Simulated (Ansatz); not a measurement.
PtS$_{2}$

The calculation's input:

```
crystal:
  lattice:
    - [3.5432, 0.0, 0.0]
    - [-1.7716, 3.0685012107, 0.0]
    - [0.0, 0.0, 5.0388]
  atoms:
    - { symbol: Pt, position: [0.0, 0.0, 0.0] }
    - { symbol: S, position: [0.6666666667, 0.3333333333, 0.773] }
    - { symbol: S, position: [0.3333333333, 0.6666666667, 0.227] }
hamiltonian:
  xc: r2scan
  pseudopotentials: { kind: paw }
kpoints:
  mp_grid: { grid: [5, 5, 3] }
scf:
  occupations: { method: fermi_dirac, width: 0.05 }
output:
  forces: true
  stress: true
  eigenvalues: true
  write_density: true
  write_potential: true
  elf: true
  volumetric_format: npy
```

Launched as:

```sh
ansatz run input.yaml --threads 2 --pin off --max-ram 5632MiB --backend cpu --events-out ev --progress --plain --runs-dir out
```

Below, planes, directions and counts refer to the conventional cell (a = 3.54 Å, b = 3.54 Å, c = 5.04 Å, α = 90.00°, β = 90.00°, γ = 120.00°).

Space group P-3m1; not relaxed (largest force 1.2 eV/Å); computed pressure about 9 GPa in this cell.

Method: Kohn-Sham DFT of a periodic cell, r2SCAN0 form with a typed share of exact exchange, Ansatz PAW in Ansatz.

In a PAW calculation such maps are meaningful between the atoms, not at the nuclei.

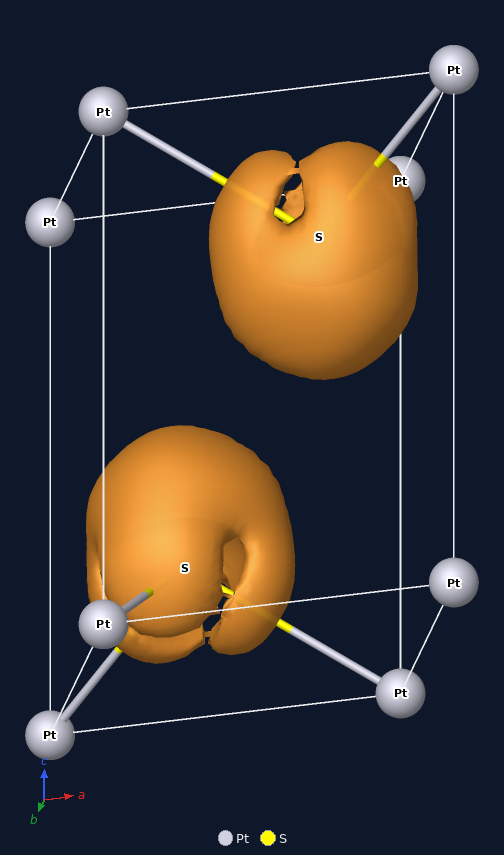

Figure 1. Isosurface of the electron localisation function at 0.75 (orange), seen at an oblique angle. Only the valence region is drawn (cores and ρ < 0.01 e/Å³ removed). Sticks mark near contacts.

**Identify the bonds, lone pairs and shells in this picture.**

The ELF exceeds this value in two regions wrapped around S (the valence shell of each), counted in one cell of 3 atoms. Any copies at cell faces, edges or corners count once. Along the contacts the grid gives the following. Pt–S (2.34 Å): the ELF peaks at about 0.90 in the valence shell of S, 0.8 Å from its nucleus, and is about 0.50 at the midpoint.

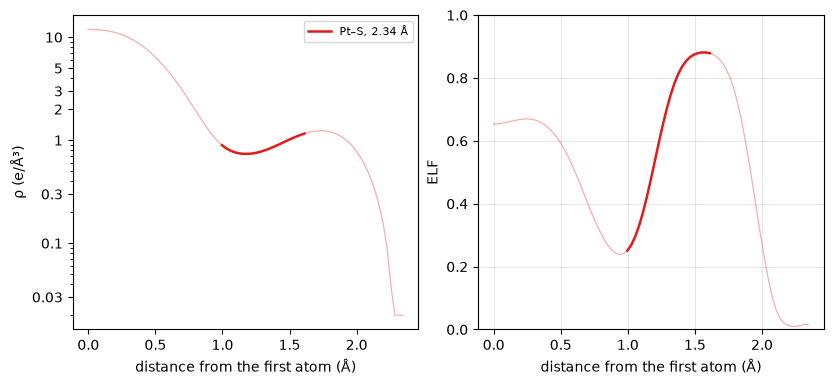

Figure 2. Valence pseudo-density and electron localisation function along straight lines between neighbouring atoms. Thin, pale parts lie inside the atomic spheres.

**What can be read from the curves?**

Pt–S (2.34 Å): ρ at the midpoint is about 0.74 e/Å³; the ELF peaks at about 0.90 in the valence shell of S, 0.8 Å from its nucleus, and is about 0.50 at the midpoint.

**Does the calculation make it a metal, or give it a gap?**

It is gapped, with a Kohn–Sham gap of 1.5 eV on the k-point mesh, an upper bound to the gap of this method.
